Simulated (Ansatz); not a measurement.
```
Ta N
1.0
     3.15199    0.00000    0.00000
    -1.57600    2.72970    0.00000
     0.00000    0.00000    6.10432
Ta N
2 2
Direct
  0.33333 0.66667 0.02802
  0.66667 0.33333 0.52802
  0.33333 0.66667 0.35198
  0.66667 0.33333 0.85198
```

Space group P6₃mc.

The calculation used Ansatz 0.2.0, DFT PBE, scalar-relativistic, plane waves, PAW.

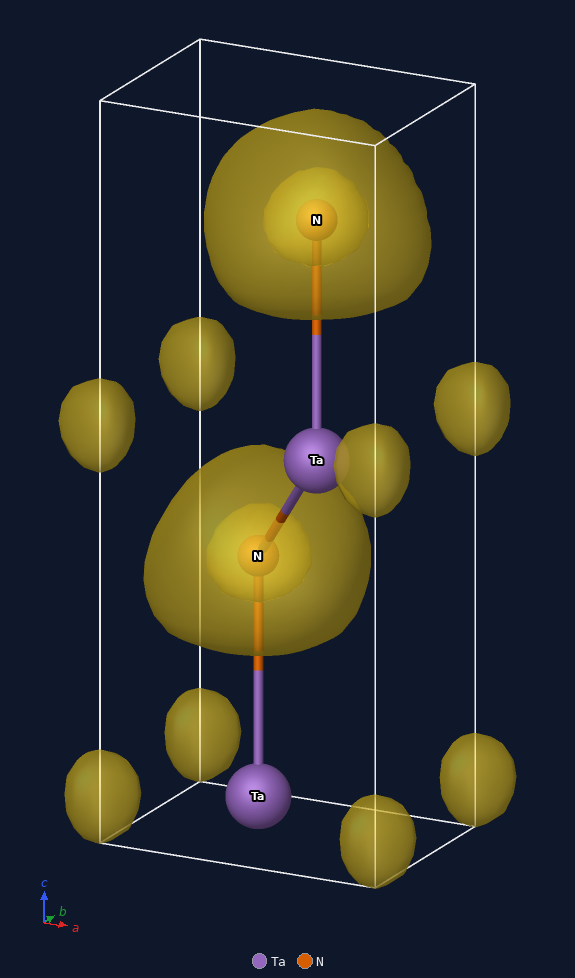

TaN. Isosurface of the ELF at 0.65 (yellow), seen slightly off an axis. Only the valence region is drawn (cores and ρ < 0.01 e/Å³ removed). Sticks mark near contacts.

> Where are the electrons localised?

The ELF exceeds this value in two regions wrapped around N (the valence shell of each) and two pockets between the atoms, centred on no nucleus (multi-centre or interstitial), counted in one cell of 4 atoms. Regions shared between cells count once.

Values along the shortest contacts:
Ta–N (1.98 Å): the ELF peaks at about 0.85 in the valence shell of N, 0.6 Å from its nucleus, and drops to about 0.30 between the two atoms. Ta–N (2.11 Å): the ELF peaks at about 0.80 in the valence shell of N, 0.6 Å from its nucleus, and drops to about 0.25 between the two atoms (no localised pair shows between them).

> Does the calculation give a band gap?

It is gapless in this calculation (a metal or semimetal); semilocal functionals without U, or without the true magnetic order, often close the gap of such compounds.
